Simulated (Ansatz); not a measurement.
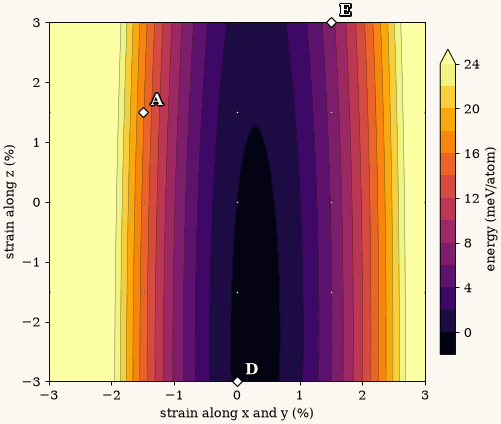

B (P6/mmm, No. 191; 1 atom in the cell). 
- The cell is strained homogeneously, by one strain along x and y and another along z, with fractional coordinates fixed (x along [1 0 0], z along [0 0 1] of the conventional cell).
- First axis: strain along x and y. Second axis: strain along z.
- The scan uses a 5 × 5 grid.
- Energies are in meV/atom, from the unstrained cell.
- The reference cell is the one listed in the database, not relaxed at this level.
- Computed with Ansatz 0.2.0, DFT PBEsol, scalar-relativistic, plane waves, PAW. Settings: cutoff 420 eV, k-mesh 33×33×14 in the order of the run's cell vectors, gaussian smearing 0.15 eV, no spin polarisation.

The picture shows filled contours, dots at the grid points, one colour for all values above the top of the scale, lettered points. Between grid points the surface is interpolated.

> Is A the lowest point of the computed grid?

No. A lies 16.7 meV/atom above the lowest grid point, which is at strain along x and y = 0.0 %, strain along z = −3.0 %.

> Rank the lettered points by energy, lowest first.

D (−0.33 meV/atom), E (7.4 meV/atom), A (16.4 meV/atom).
